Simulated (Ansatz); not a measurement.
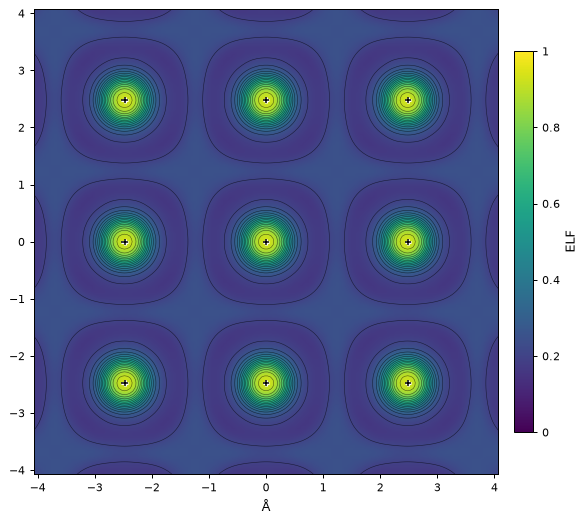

The electron localisation function on a plane through atoms (crosses mark nuclei in the plane).

Method: Ansatz, DFT, PBEsol, PAW with Ansatz's default frozen-core files, scalar-relativistic.

Candidates:
A. AgCl, a = 3.92 Å, b = 3.92 Å, c = 5.44 Å, α = 90.00°, β = 90.00°, γ = 90.00°. Space group I4/mmm; changed on purpose from its base cell (zz strain of -2 %, PAW files).
B. GaN, a = 2.79 Å, b = 2.79 Å, c = 7.04 Å, α = 90.00°, β = 90.00°, γ = 120.00°. Space group R-3m; changed on purpose from its base cell (equal xy, yz and zx shear strains of +2 %, PAW files); computed pressure about 59 GPa in this cell.
C. Cu, a = 2.48 Å, b = 2.48 Å, c = 3.62 Å, α = 90.00°, β = 90.00°, γ = 90.00°. Space group I4/mmm; changed on purpose from its base cell (equal xx and yy strain of -3 %, PAW files); computed pressure about 3 GPa in this cell; computed without spin polarisation.

### Which candidate gave the map?

Candidate C: Cu on the (001) plane of the conventional cell, which holds Cu. Cu–Cu (2.48 Å): the ELF is about 0.20 at the midpoint (no localised pair shows between them).
